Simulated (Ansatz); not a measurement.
System: F, space group Fd-3m (No. 227) (one of a set of cubic test structures, which need not be the stable phase).

Method: equation of state of a cubic crystal from periodic Kohn-Sham density functional theory without spin, third-order Birch-Murnaghan fit to the free energies; pressure corrected for the finite basis (Ansatz 0.2.0 development build). Level: r2SCAN.

- structure type: diamond
- atoms in cell: 2
- space group number: 227
- lattice centring: face-centred primitive
- k mesh: 12×12×12
- occupation method: Fermi–Dirac
- occupation width: 0.1 eV
- wave cutoff: 500 eV
- datasets: soft-1 PAW
- density tolerance: 1e−07 eV
- bands: 11
- density cutoff ratio: 4
- search for lower states: default

What does the calculation give for the energy above the lowest point and pressure against volume? The volume takes the values 13.34, 13.78, 14.21, 14.65, 15.08 Å³/atom.

A third-order Birch–Murnaghan fit gives V0 = 13.78 Å³/atom, B0 = 45.7 GPa and B′ = 5.5. The energy above the lowest point is 2.1 meV/atom at volume 13.34 Å³/atom and 14.5 meV/atom at 15.08 Å³/atom; the lowest computed point is at volume 13.78 Å³/atom (0.0 meV/atom), and no other minimum shows. The pressure falls from 1.585 GPa at volume 13.34 Å³/atom to −3.241 GPa at 15.08 Å³/atom, and changes sign near 13.77 Å³/atom.

| volume (Å³/atom) | energy above the lowest point (meV/atom) | pressure (GPa) |
| --- | --- | --- |
| 13.34 | 2.1 | 1.585 |
| 13.78 | 0.0 | −0.010 |
| 14.21 | 1.9 | −1.309 |
| 14.65 | 6.9 | −2.374 |
| 15.08 | 14.5 | −3.241 |

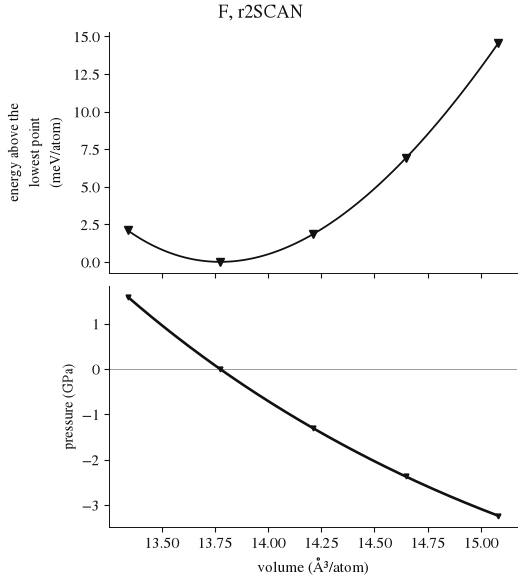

Caveats: cubic model structure, not the ambient form; no spin polarisation, a magnetic state may lie lower.
